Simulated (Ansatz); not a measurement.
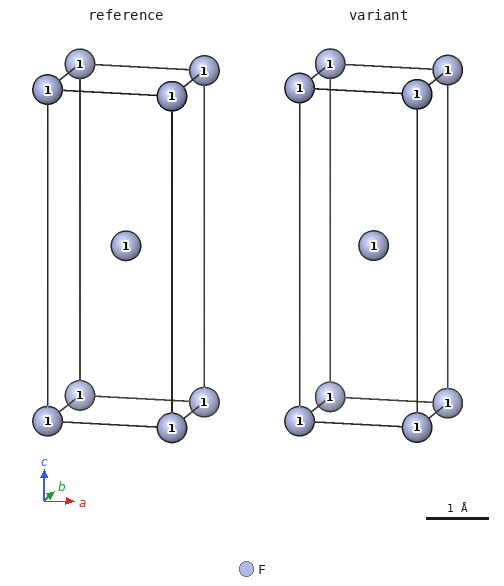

Left: a symmetric starting cell of F (made from another compound by putting F in place of I). Right: the same structure after one change, at the same scale. Style: ball-and-stick. Shown: the conventional cell (2 times the calculation's cell), slightly off an axis. Lengths and directions refer to the drawn axes.

The calculation used Ansatz 0.2.0, DFT PBEsol, scalar-relativistic, plane waves, PAW. Set-up: plane-wave cutoff 420 eV; k-point mesh 30 × 30 × 30; occupations gaussian; smearing width 0.1 eV; no spin polarisation.

Which change leads from the left to the right?

The cell is strained by +0.5 % along c and −5.5 % across it (volume −10.3 %), the atoms keeping their fractional coordinates. No relaxation follows. The starting cell wasn't computed here and needn't be at equilibrium, so pressure and forces aren't due to the change alone.

And its effect?

The pressure is −2.1 GPa (not all of it need come from the change, since the unchanged cell can be under pressure at this level too). The principal stresses (compression positive) are 2.2 GPa along c and −4.3 GPa across it. All forces vanish by symmetry. The space group stays I4/mmm (No. 139).

Limits of the set-up: an odd number of electrons was run without spin polarisation, which fails if the electron would localise.
